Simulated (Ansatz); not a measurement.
**Geometry relaxation, with input and output: TiO2 (part 3 of 3)**

The same run, continued: TiO2 (P-4m2, 6 atoms in the cell); DFT PBE, scalar-relativistic, plane waves, PAW, spin-polarised (Ansatz 0.2.0); cutoff 420 eV, 4×4×4 k-mesh, Gaussian smearing of 0.1 eV, collinear spins. The structure was built on a prototype by a generator; it need not be a known phase. It belongs to a series of runs on one base structure; here: random cell with space group P-4m2 (No. 115).

Geometry of the input (Å; fractional positions):
```
4.1298  0.0000  0.0000
0.0000  4.1298  0.0000
0.0000  0.0000  5.0452
Ti 0.0000  0.5000  0.2500
Ti 0.5000  0.0000  0.7500
O  0.5000  0.2500  0.3333
O  0.5000  0.7500  0.3333
O  0.2500  0.5000  0.6667
O  0.7500  0.5000  0.6667
```

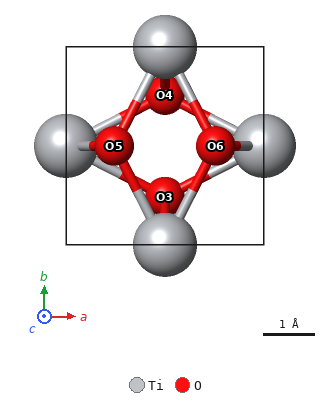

*The geometry at step 8 of the log (ball-and-stick view of the cell of the calculation, along the c axis; atoms are numbered from 1 in the order of the input).*

```
basis re-selected at this cell: Δ(F+E_penalty+E_count) = +2.713e-3 eV, ΔP = -0.058 GPa vs the last step (what re-selecting the basis moved, of the pressure what is left beyond the Pulay correction that the steps carried, after the strain that the cell walked since its last selection, with what the two solves' SCF thresholds leave and, on support functions, any second-order correction that the steps lacked; it is no measure of the basis error at this ecutwfc). This SCF's stress stands 6.90e-2 GPa from its target on what of the cell is left free (relax.cell.stress_tol is 4.00e-1 GPa) and its largest allowed force component is 1.39e-2 eV/Å (relax.f_tol is 4.00e-2 eV/Å): within both
SCF converged after 5 iterations
Magnetization: 0.7805 μB (24.3902 up, 23.6098 down)
Absolute magnetization: 0.7974 μB (∫|ρ↑−ρ↓|, with the PAW one-centre terms)
Spin contamination: 0.0292 ħ² per cell (⟨S²⟩ above its minimum at these occupations)
Per-site moments (μB) at R_I (Å): [(0.024248731919340964, 0.8096772779648517), (0.02424873191934116, 0.8096772779648521), (0.16191469978613193, 0.7888822862751453), (0.1619146997861319, 0.7888822862751453), (0.161914699786132, 0.7888822862751453), (0.16191469978613196, 0.7888822862751453)]
Free energy (F): -7268.457842 eV
Harris-Foulkes:  -7268.457842 eV  (|F-HF|=2.39e-10)
Internal energy: -7268.435221 eV  (E = F + TS)
E sigma→0 (E₀):  -7268.446531 eV
Entropy (-TS):   -0.022622 eV (-3.770 meV/atom)
Fermi energy:    11.545192 eV
--- Per-component energies (eV) ---
  E_band       = -339.163809
  E_kinetic    = 1239.110610
  E_local      = -2995.486833  (includes V_loc(G=0)·N_el)
  E_nonlocal   = 204.883343
  E_hartree    = 1154.688560
  E_xc         = -489.805121
  E_vxc        = -620.350569  (∫ρ·V_xc dr)
  E_paw        = -2721.930471  (= ΣΔE_a)
  E_vpaw       = -476.705892  (= ΣTr[D̂ρ^β])
  E_aug_tail   = 0.009649  (compensation charges beyond the density's cutoff)
  E_ewald      = -3659.904958
  E_smearing   = -0.022622  (= −TS)
  E_closure    = -0.000000  (closes the sum)
  Σ components = -7268.457842   (vs F -7268.457842, Δ=0.00e0)
--- Forces (eV/Å), atoms counted from 1 ---
  atom   1  Ti     0.00000000     0.00000000    -0.01388575
  atom   2  Ti     0.00000000     0.00000000     0.01388575
  atom   3  O     -0.00000000     0.00022725    -0.00696454
  atom   4  O      0.00000000    -0.00022725    -0.00696454
  atom   5  O      0.00022725     0.00000000     0.00696454
  atom   6  O     -0.00022725     0.00000000     0.00696454
  max |Σ_I F_I| component: 3.12e-17 eV/Å
--- Stress (GPa, compression-positive) ---
       -0.069032      -0.000000      -0.000000
       -0.000000      -0.069032       0.000000
       -0.000000       0.000000      -0.007535
  P = ⅓ Tr σ = -0.0485 GPa (-0.485 kbar)
--- Band table (eV; the first three rows and the last of 36) ---
  k-point 0 ↑: bands = ["-46.4777", "-46.4417", "-22.8407", "-22.7782", "-22.7367", "-22.7367", "-22.5556", "-22.5556", "-9.8774", "-8.0809", "-5.4003", "-5.4003", "2.7394", "4.4554", "4.8421", "6.1991", "6.2527", "6.2527", "7.1355", "7.1355", "8.9443", "9.0148", "9.7089", "12.4828", "12.4828", "12.8385", "12.8385", "12.9987", "13.7233", "14.3189", "14.3841"]
  k-point 1 ↑: bands = ["-46.4753", "-46.4426", "-22.8599", "-22.8160", "-22.7294", "-22.7294", "-22.5590", "-22.5590", "-9.5320", "-8.2185", "-5.4640", "-5.4640", "2.9868", "3.5926", "5.7471", "5.7471", "5.8905", "6.4755", "7.8026", "8.1449", "8.1449", "8.5264", "10.0003", "12.5831", "12.5831", "12.6751", "12.8238", "12.8238", "13.5536", "14.3422", "14.3704"]
  k-point 2 ↑: bands = ["-46.4727", "-46.4438", "-22.8714", "-22.8610", "-22.7218", "-22.7218", "-22.5628", "-22.5628", "-8.8743", "-8.6765", "-5.5265", "-5.5265", "3.2262", "3.4762", "5.4852", "5.4852", "6.2464", "6.6569", "6.9299", "7.9351", "9.1023", "9.1023", "10.4069", "12.2405", "12.2948", "12.2948", "13.0285", "13.0285", "13.7520", "13.9042", "14.2219"]
  k-point 17 ↓: bands = ["-46.4248", "-46.4248", "-22.8484", "-22.8484", "-22.7206", "-22.6785", "-22.6050", "-22.4840", "-7.3483", "-7.3483", "-6.9109", "-6.8130", "5.2812", "5.2812", "6.0450", "6.2687", "7.4274", "7.6489", "7.7477", "7.7477", "8.6037", "8.6037", "8.8514", "10.3627", "12.3748", "12.3748", "12.5312", "13.2037", "13.2037", "13.5418", "13.6223"]
--- Relaxed structure (12 steps of the walk, 12 accepted, 2 SCFs on fresh bases) ---
  F+E_penalty+E_count = -7268.45784222 eV   max|allowed force component| = 1.389e-2 eV/Å   (the final SCF, on the basis selected at the relaxed cell)
  cell:  # Å, volume = 61.8468 Å³
    - [3.970986925670351, 4.6503682308708516e-33, 1.2291703061926697e-17]
    - [5.3710064070832836e-33, 3.970986925670351, -1.1980609679531685e-32]
    - [1.5016257082286648e-17, -1.4636207370452055e-32, 3.922111796728468]
  atoms:
    - { symbol: Ti, position: [-1.8939723061032577e-18, 0.5, 0.3116633653210588] }
    - { symbol: Ti, position: [0.5, -3.3691436553707103e-19, 0.6883366346789412] }
    - { symbol: O, position: [0.5, 0.24080183867625307, 0.25127946547250174] }
    - { symbol: O, position: [0.5, 0.7591981613237468, 0.25127946547250174] }
    - { symbol: O, position: [0.24080183867625307, 0.5, 0.7487205345274981] }
    - { symbol: O, position: [0.7591981613237468, 0.5, 0.7487205345274981] }
--- Löwdin populations: 6 sites ---
  site symbol       q [e]    m [muB]
     0     Ti     10.8930     0.0366
     1     Ti     10.8930     0.0366
     2      O      6.5083     0.1768
     3      O      6.5083     0.1768
     4      O      6.5083     0.1768
     5      O      6.5083     0.1768
  spilling = 0.003767 (of n_electrons = 48.000000)
```

### File populations.tsv
```
# site	symbol	l	j	q_up	q_dn
# orbitals = lowdin
# n_electrons = 48.000000
# spilling = 0.003767
0	Ti	0_3S	-	0.976390	0.976067
0	Ti	0_4S	-	0.244433	0.243389
0	Ti	1_3P	-	2.995907	2.995635
0	Ti	2_3D	-	1.248068	1.213102
1	Ti	0_3S	-	0.976390	0.976067
1	Ti	0_4S	-	0.244433	0.243389
1	Ti	1_3P	-	2.995907	2.995635
1	Ti	2_3D	-	1.248068	1.213102
2	O	0_2S	-	0.918292	0.911894
2	O	1_2P	-	2.424275	2.253838
3	O	0_2S	-	0.918292	0.911894
3	O	1_2P	-	2.424275	2.253838
4	O	0_2S	-	0.918292	0.911894
4	O	1_2P	-	2.424275	2.253838
5	O	0_2S	-	0.918292	0.911894
5	O	1_2P	-	2.424275	2.253838
```

### Trajectory as extended XYZ (Å, eV, eV/Å), 14 frames, from step=1 to step=14
```
6
Lattice="4.1298 0.0000 0.0000 0.0000 4.1298 0.0000 0.0000 0.0000 5.0452" Properties=species:S:1:pos:R:3:forces:R:3 step=1 energy=-7262.35318 pressure_GPa=-19.56
Ti    0.0000    2.0649    1.2613    0.0000   0.0000   3.2833
Ti    2.0649    0.0000    3.7839    0.0000   0.0000  -3.2833
O     2.0649    1.0325    1.6817    0.0000  -1.3943  -2.7209
O     2.0649    3.0974    1.6817    0.0000   1.3943  -2.7209
O     1.0325    2.0649    3.3635   -1.3943   0.0000   2.7209
O     3.0974    2.0649    3.3635    1.3943   0.0000   2.7209
6
Lattice="4.0140 0.0000 0.0000 0.0000 4.0140 0.0000 0.0000 0.0000 4.7945" Properties=species:S:1:pos:R:3:forces:R:3 step=2 energy=-7265.80270 pressure_GPa=-18.09
Ti    0.0000    2.0070    1.3553    0.0000   0.0000   2.5396
Ti    2.0070    0.0000    3.4393    0.0000   0.0000  -2.5396
O     2.0070    0.9734    1.4259    0.0000  -0.2741  -0.9890
O     2.0070    3.0406    1.4259    0.0000   0.2741  -0.9890
O     0.9734    2.0070    3.3687   -0.2741   0.0000   0.9890
O     3.0406    2.0070    3.3687    0.2741   0.0000   0.9890
6
Lattice="3.8915 0.0000 0.0000 0.0000 3.8915 0.0000 0.0000 0.0000 4.5448" Properties=species:S:1:pos:R:3:forces:R:3 step=3 energy=-7267.79299 pressure_GPa=-7.52
Ti    0.0000    1.9457    1.4489    0.0000   0.0000   1.9528
Ti    1.9457    0.0000    3.0959    0.0000   0.0000  -1.9528
O     1.9457    0.9289    1.2886    0.0000   0.5862  -0.8303
O     1.9457    2.9626    1.2886    0.0000  -0.5862  -0.8303
O     0.9289    1.9457    3.2563    0.5862   0.0000   0.8303
O     2.9626    1.9457    3.2563   -0.5862   0.0000   0.8303
6
Lattice="3.8316 0.0000 0.0000 0.0000 3.8316 0.0000 0.0000 0.0000 4.3822" Properties=species:S:1:pos:R:3:forces:R:3 step=4 energy=-7268.17544 pressure_GPa=11.01
Ti    0.0000    1.9158    1.5664    0.0000   0.0000  -1.5683
Ti    1.9158    0.0000    2.8158    0.0000   0.0000   1.5683
O     1.9158    0.9154    1.1805    0.0000   1.5446  -1.1080
O     1.9158    2.9163    1.1805    0.0000  -1.5446  -1.1080
O     0.9154    1.9158    3.2016    1.5446   0.0000   1.1080
O     2.9163    1.9158    3.2016   -1.5446   0.0000   1.1080
6
Lattice="3.8752 0.0000 0.0000 0.0000 3.8752 0.0000 0.0000 0.0000 4.2910" Properties=species:S:1:pos:R:3:forces:R:3 step=5 energy=-7268.44083 pressure_GPa=-0.75
Ti    0.0000    1.9376    1.4610    0.0000   0.0000   0.0805
Ti    1.9376    0.0000    2.8300    0.0000   0.0000  -0.0805
O     1.9376    0.9436    1.1034    0.0000   0.3630   0.0905
O     1.9376    2.9315    1.1034    0.0000  -0.3630   0.0905
O     0.9436    1.9376    3.1876    0.3630   0.0000  -0.0905
O     2.9315    1.9376    3.1876   -0.3630   0.0000  -0.0905
6
Lattice="3.8819 0.0000 0.0000 0.0000 3.8819 0.0000 0.0000 0.0000 4.2318" Properties=species:S:1:pos:R:3:forces:R:3 step=6 energy=-7268.45837 pressure_GPa=0.00
Ti    0.0000    1.9410    1.4315    0.0000   0.0000   0.0077
Ti    1.9410    0.0000    2.8003    0.0000   0.0000  -0.0077
O     1.9410    0.9518    1.0811    0.0000   0.0819   0.0867
O     1.9410    2.9302    1.0811    0.0000  -0.0819   0.0867
O     0.9518    1.9410    3.1507    0.0819   0.0000  -0.0867
O     2.9302    1.9410    3.1507   -0.0819   0.0000  -0.0867
6
Lattice="3.8949 0.0000 0.0000 0.0000 3.8949 0.0000 0.0000 0.0000 4.1786" Properties=species:S:1:pos:R:3:forces:R:3 step=7 energy=-7268.46533 pressure_GPa=0.34
Ti    0.0000    1.9474    1.4007    0.0000   0.0000  -0.0102
Ti    1.9474    0.0000    2.7779    0.0000   0.0000   0.0102
O     1.9474    0.9581    1.0662    0.0000  -0.1019   0.0179
O     1.9474    2.9368    1.0662    0.0000   0.1019   0.0179
O     0.9581    1.9474    3.1124   -0.1019   0.0000  -0.0179
O     2.9368    1.9474    3.1124    0.1019   0.0000  -0.0179
6
Lattice="3.9286 0.0000 0.0000 0.0000 3.9286 0.0000 0.0000 0.0000 4.0825" Properties=species:S:1:pos:R:3:forces:R:3 step=8 energy=-7268.47365 pressure_GPa=-0.19
Ti    0.0000    1.9643    1.3384    0.0000   0.0000   0.0035
Ti    1.9643    0.0000    2.7442    0.0000   0.0000  -0.0035
O     1.9643    0.9583    1.0357    0.0000  -0.0267   0.0056
O     1.9643    2.9704    1.0357    0.0000   0.0267   0.0056
O     0.9583    1.9643    3.0468   -0.0267   0.0000  -0.0056
O     2.9704    1.9643    3.0468    0.0267   0.0000  -0.0056
6
Lattice="3.9563 0.0000 0.0000 0.0000 3.9563 0.0000 0.0000 0.0000 3.9758" Properties=species:S:1:pos:R:3:forces:R:3 step=9 energy=-7268.47883 pressure_GPa=0.75
Ti    0.0000    1.9782    1.2727    0.0000   0.0000  -0.0877
Ti    1.9782    0.0000    2.7032    0.0000   0.0000   0.0877
O     1.9782    0.9585    1.0000    0.0000  -0.0329   0.0146
O     1.9782    2.9978    1.0000    0.0000   0.0329   0.0146
O     0.9585    1.9782    2.9758   -0.0329   0.0000  -0.0146
O     2.9978    1.9782    2.9758    0.0329   0.0000  -0.0146
6
Lattice="3.9574 0.0000 0.0000 0.0000 3.9574 0.0000 0.0000 0.0000 3.9852" Properties=species:S:1:pos:R:3:forces:R:3 step=10 energy=-7268.47894 pressure_GPa=0.17
Ti    0.0000    1.9787    1.2712    0.0000   0.0000  -0.0189
Ti    1.9787    0.0000    2.7139    0.0000   0.0000   0.0189
O     1.9787    0.9572    1.0068    0.0000   0.0160  -0.0403
O     1.9787    3.0002    1.0068    0.0000  -0.0160  -0.0403
O     0.9572    1.9787    2.9784    0.0160   0.0000   0.0403
O     3.0002    1.9787    2.9784   -0.0160   0.0000   0.0403
6
Lattice="3.9688 0.0000 0.0000 0.0000 3.9688 0.0000 0.0000 0.0000 3.9595" Properties=species:S:1:pos:R:3:forces:R:3 step=11 energy=-7268.47934 pressure_GPa=-0.26
Ti    0.0000    1.9844    1.2517    0.0000   0.0000   0.0182
Ti    1.9844    0.0000    2.7078    0.0000   0.0000  -0.0182
O     1.9844    0.9587    0.9966    0.0000  -0.0202   0.0174
O     1.9844    3.0101    0.9966    0.0000   0.0202   0.0174
O     0.9587    1.9844    2.9629   -0.0202   0.0000  -0.0174
O     3.0101    1.9844    2.9629    0.0202   0.0000  -0.0174
6
Lattice="3.9688 0.0000 0.0000 0.0000 3.9688 0.0000 0.0000 0.0000 3.9595" Properties=species:S:1:pos:R:3:forces:R:3 step=12 energy=-7268.45639 pressure_GPa=-0.95
Ti    0.0000    1.9844    1.2517    0.0000   0.0000   0.0190
Ti    1.9844    0.0000    2.7078    0.0000   0.0000  -0.0190
O     1.9844    0.9587    0.9966    0.0000  -0.0192   0.0186
O     1.9844    3.0101    0.9966    0.0000   0.0192   0.0186
O     0.9587    1.9844    2.9629   -0.0192   0.0000  -0.0186
O     3.0101    1.9844    2.9629    0.0192   0.0000  -0.0186
6
Lattice="3.9710 0.0000 0.0000 0.0000 3.9710 0.0000 0.0000 0.0000 3.9221" Properties=species:S:1:pos:R:3:forces:R:3 step=13 energy=-7268.46055 pressure_GPa=0.01
Ti    0.0000    1.9855    1.2224    0.0000   0.0000  -0.0142
Ti    1.9855    0.0000    2.6997    0.0000   0.0000   0.0142
O     1.9855    0.9562    0.9855    0.0000   0.0000  -0.0071
O     1.9855    3.0148    0.9855    0.0000   0.0000  -0.0071
O     0.9562    1.9855    2.9366    0.0000   0.0000   0.0071
O     3.0148    1.9855    2.9366    0.0000   0.0000   0.0071
6
Lattice="3.9710 0.0000 0.0000 0.0000 3.9710 0.0000 0.0000 0.0000 3.9221" Properties=species:S:1:pos:R:3:forces:R:3 step=14 energy=-7268.45784 pressure_GPa=-0.05
Ti    0.0000    1.9855    1.2224    0.0000   0.0000  -0.0139
Ti    1.9855    0.0000    2.6997    0.0000   0.0000   0.0139
O     1.9855    0.9562    0.9855    0.0000   0.0002  -0.0070
O     1.9855    3.0148    0.9855    0.0000  -0.0002  -0.0070
O     0.9562    1.9855    2.9366    0.0002   0.0000   0.0070
O     3.0148    1.9855    2.9366   -0.0002   0.0000   0.0070
```

### Key numbers

| quantity | value |
| --- | --- |
| outcome | converged |
| space group (tolerance 0.01 Å) | P-4m2 (115) |
| electrons treated | 48 |
| free energy | −7268.4578 eV |
| Fermi energy | 11.545 eV |
| gap on the k-point mesh | none (metallic) |
| net moment of the cell | 0.78 μB |
| integrated absolute moment | 0.80 μB |
| pressure | −0.05 GPa |
| final volume | 61.85 Å³ |
| largest force (length of the vector) at the end | 0.014 eV/Å |
| final cell | a = 3.971 Å, b = 3.971 Å, c = 3.922 Å, α = 90.00°, β = 90.00°, γ = 90.00° |
| wall time | 92 s |
| peak memory | 0.4 GiB |
